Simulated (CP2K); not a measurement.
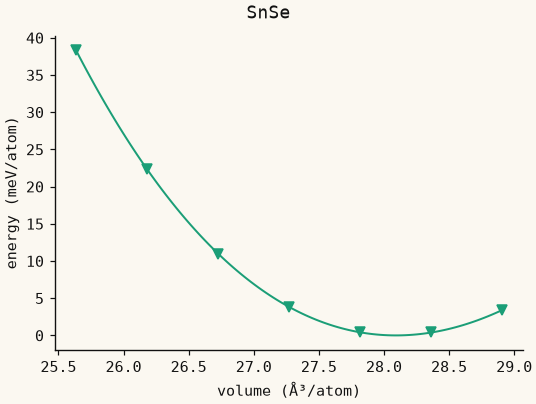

The picture above shows the energy against volume for SnSe, space group Fm-3m (No. 225).

Structure:
```cif
data_structure
_symmetry_space_group_name_H-M 'P 1'
_symmetry_Int_Tables_number 1
_cell_length_a 4.2568
_cell_length_b 4.2568
_cell_length_c 4.2568
_cell_angle_alpha 60.000
_cell_angle_beta 60.000
_cell_angle_gamma 60.000
_cell_volume 54.54
loop_
_atom_site_label
_atom_site_type_symbol
_atom_site_fract_x
_atom_site_fract_y
_atom_site_fract_z
_atom_site_occupancy
Sn1 Sn 0.00000 0.00000 0.00000 1
Se1 Se 0.50000 0.50000 0.50000 1
```

Method: DFT in Gaussian orbitals with a plane-wave density, no spin polarisation; energies at scaled volumes of the given cell, shape and fractions fixed, counted from the fit's minimum, third-order Birch-Murnaghan fit (CP2K 2026.2). Level: PBE.

```tsv
setting	value
k mesh	8×8×8
occupations	Fermi–Dirac
smearing width	0.05 eV
potentials	GTH PBE with UZH TZVP basis
density cutoff	6123 eV
program settings	ngrids 5, rel cutoff ry 60, cutoff ry 450, basis sets Sn TZVP-MOLOPT-PBE-GTH-q4, basis sets Se TZVP-MOLOPT-PBE-GTH-q6
```

This calculation gives: equilibrium volume 28.09 Å³/atom and bulk modulus 48.5 GPa.

Now the level changes from PBE to PBEsol. How do these quantities change?

The equilibrium volume falls from 28.09 to 27.36 Å³/atom (−2.6 %) and the bulk modulus rises from 48.5 to 53.4 GPa (+10 %).

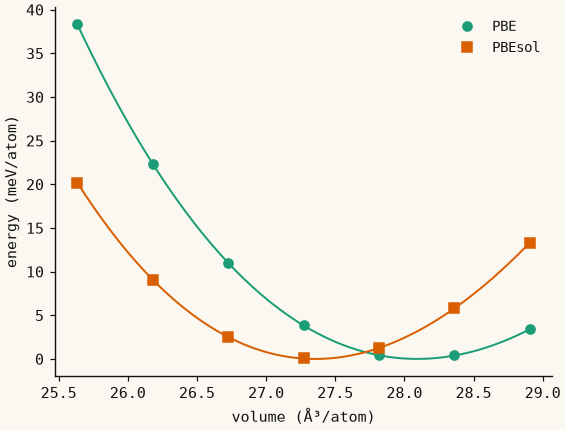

The two results together.

V0 and the bulk modulus come from third-order Birch–Murnaghan fits.
